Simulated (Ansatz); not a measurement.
**ScAl3: density, localisation and related maps**

```yaml
crystal:
  lattice:
    - [0.00000, 4.02041, -4.02041]
    - [0.00000, 4.12219, 4.12219]
    - [4.07130, 0.00000, 0.00000]
  atoms:
    - { symbol: Sc, position: [0.00000, 0.00000, 0.00000] }
    - { symbol: Sc, position: [0.50000, 0.50000, 0.00000] }
    - { symbol: Al, position: [0.75000, 0.25000, 0.50000] }
    - { symbol: Al, position: [0.25000, 0.75000, 0.50000] }
    - { symbol: Al, position: [0.50000, 0.00000, 0.00000] }
    - { symbol: Al, position: [0.00000, 0.50000, 0.00000] }
    - { symbol: Al, position: [0.25000, 0.25000, 0.50000] }
    - { symbol: Al, position: [0.75000, 0.75000, 0.50000] }
```

Space group Cmmm; a structure from a database of computed crystals, not necessarily the ambient phase; changed on purpose from its base cell (strain +0.0250 x Voigt [0, 0, 0, 1, 0, 0], atoms carried along).

Theory: Ansatz, DFT PBEsol, scalar-relativistic, plane waves, PAW.

Core electrons are frozen (PAW), and the valence fields are smoothed inside the atomic spheres.

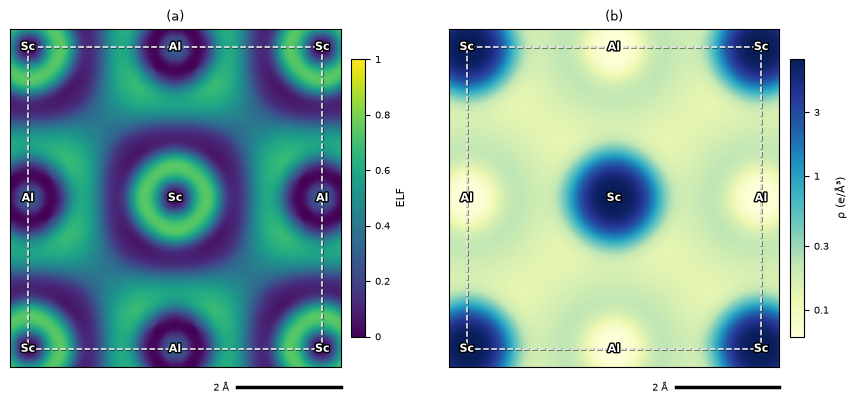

Figure 1. (a) electron localisation function; (b) valence electron density on the (001) plane of the conventional cell.

Read the bonding off the picture.

Answer. The section cuts through Sc and Al sites. Sc–Al (2.84 Å): the density is about 0.19 e/Å³ at the midpoint; the ELF peaks at about 0.60 in the valence shell of Al, 1.0 Å from its nucleus, and is about 0.30 at the midpoint. Sc–Al (2.91 Å): ρ at the midpoint is about 0.17 e/Å³; the ELF peaks at about 0.60 in the valence shell of Al, 1.1 Å from its nucleus, and is about 0.30 at the midpoint (no shared electron pair shows on this line). Between the atoms the lowest density in this plane is 0.13 e/Å³. The features right at Sc lie inside the PAW spheres, where the map follows smoothed inner orbitals and isn't to be read closely.

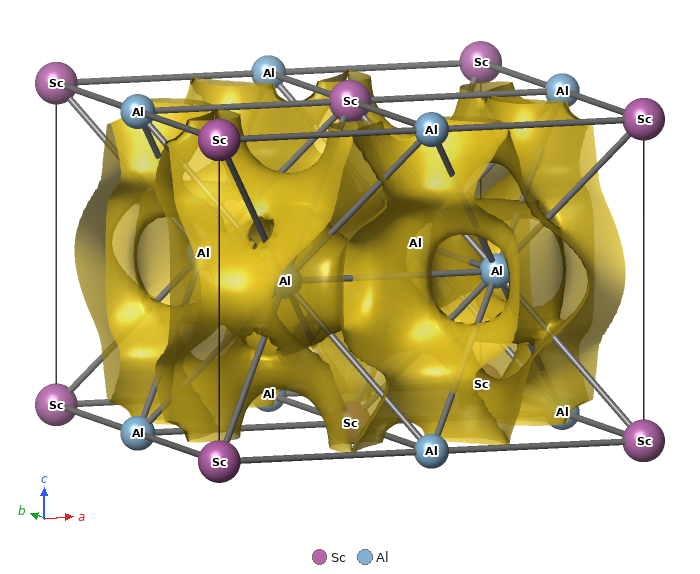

Figure 2. Isosurface of the electron localisation function at 0.6 (yellow), seen slightly off an axis. Core shells and regions of very low density are left out. Sticks mark near contacts.

What do the ELF domains correspond to?

Answer. At this value the surface marks out one network that runs through the whole crystal, counted in one cell of 8 atoms. Regions shared between cells count once. Along the contacts the grid gives the following. Al–Al (2.84 Å): the ELF peaks at about 0.70 between the atoms.

Does the calculation give a band gap?

Answer. It is metallic or semimetallic at this level of theory: no gap opens.
